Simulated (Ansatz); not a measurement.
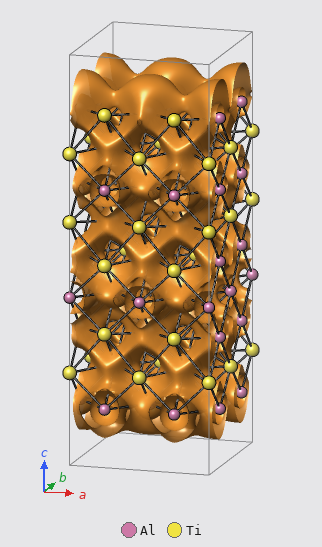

Figure. TiAl2 (slab). Isosurface of the ELF at 0.55 (orange), seen slightly off an axis. Core shells and regions of very low density are left out. Sticks mark near contacts.

Changed on purpose from its base cell (repeats removed: -1); not relaxed (largest force 0.8 eV/Å); computed without spin polarisation.

The calculation used DFT PBEsol, scalar-relativistic, plane waves, PAW (Ansatz).

In a PAW calculation such maps are meaningful between the atoms, not at the nuclei.

**What do the ELF domains correspond to?**

The surface consists of sheets that run through the cell in two directions, counted in one cell of 18 atoms. Counts are for one cell; the picture repeats the cell along the surface. Along the contacts the grid gives the following. Al–Al (2.69 Å): the ELF peaks at about 0.70 between the atoms. Ti–Al (2.71 Å): the ELF is about 0.35 at the midpoint.

**Does the calculation give a band gap?**

It is gapless in this calculation (a metal or semimetal).
